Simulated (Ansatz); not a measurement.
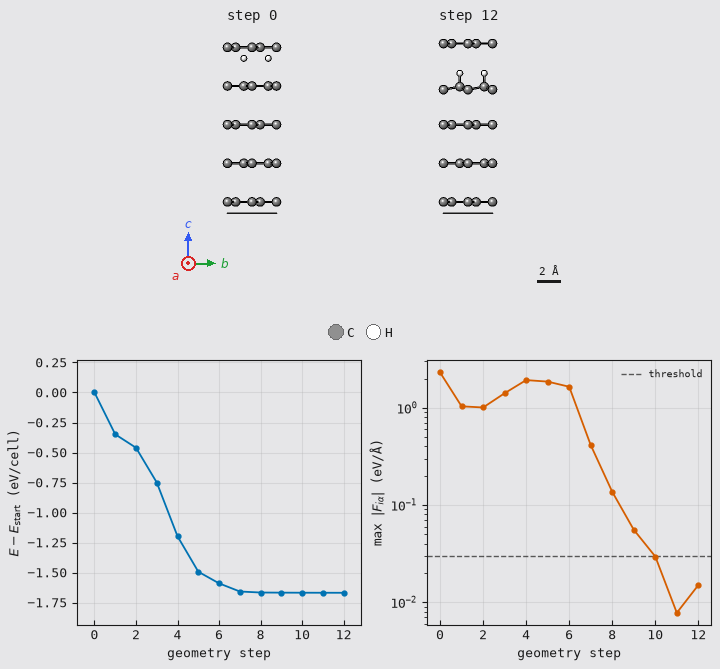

First and last geometry of a constrained relaxation of a slab of composition HC10 (cut from the P6_3/mmc phase), with the history of the run. A ball-and-stick model of the 2 × 2 repeat of the cell, outlined in the plane, without the vacuum, seen along the a axis.

Case: H put at a hollow C-C-C site. The slab is the (0 0 1) face of C with H on it. 4 atoms are held fixed.

Theory: Ansatz, DFT PBE+D3(BJ), scalar-relativistic, plane waves, PAW. Settings: plane-wave cutoff 420 eV; k-point mesh 12 × 12 × 1; occupations gaussian; smearing width 0.1 eV; no spin polarisation; dipole correction; atoms relaxed in a fixed cell; force threshold 0.03 eV/Å; at most 70 steps.

### What do the curves and the structures tell?

It converged. The atom that moves furthest is the H atom (1.30 Å along the normal (−c)). Largest moves by element: H 1.30 Å, C 0.33 Å. The cell doesn't change. Near-neighbour distances that change, for instance: C–H 2.410 → 1.165 Å, C–C 1.423 → 1.447 Å. New bonds form: C–H (2.41 → 1.17 Å). Among the angles between lasting bonds that change: C–C–C 120.0° → 116.8°. After 12 geometry steps the energy has fallen by 1.669 eV per cell of the calculation. The largest force component goes from 2.3 to 0.015 eV/Å.

Limits of the set-up: the periodic images lie only 2.5 Å apart, so the values are limited by the cell's size.
